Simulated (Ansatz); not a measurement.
The compound is Te2Pt (space group P-3m1, No. 164), taken as a calculation's input that goes back to an entry of the Crystallography Open Database (an earlier step may have relaxed or displaced it).

```cif
data_structure
_symmetry_space_group_name_H-M 'P 1'
_symmetry_Int_Tables_number 1
_cell_length_a 4.0382
_cell_length_b 4.0382
_cell_length_c 5.3109
_cell_angle_alpha 90.000
_cell_angle_beta 90.000
_cell_angle_gamma 120.000
_cell_volume 75.00
loop_
_atom_site_label
_atom_site_type_symbol
_atom_site_fract_x
_atom_site_fract_y
_atom_site_fract_z
_atom_site_occupancy
Te1 Te 0.33333 0.66667 0.25685 1
Te2 Te 0.66667 0.33333 0.74315 1
Pt1 Pt 0.00000 0.00000 0.00000 1
```

Describe how the polyhedra about Pt are linked (bonds: Pt–Te below 3 Å).

Pt: PtTe6 octahedron, sharing edges with six neighbours.

They form layers of edge-sharing octahedra parallel to (001).

Centre to centre across a shared edge: 4.04 Å.

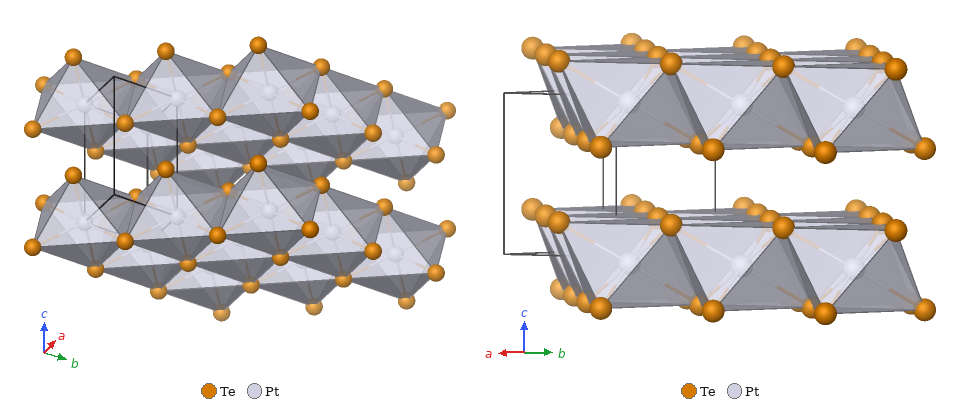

Polyhedra are drawn about Pt (bonds: Pt–Te below 3 Å); other atoms are plain spheres. Two views of the same piece.
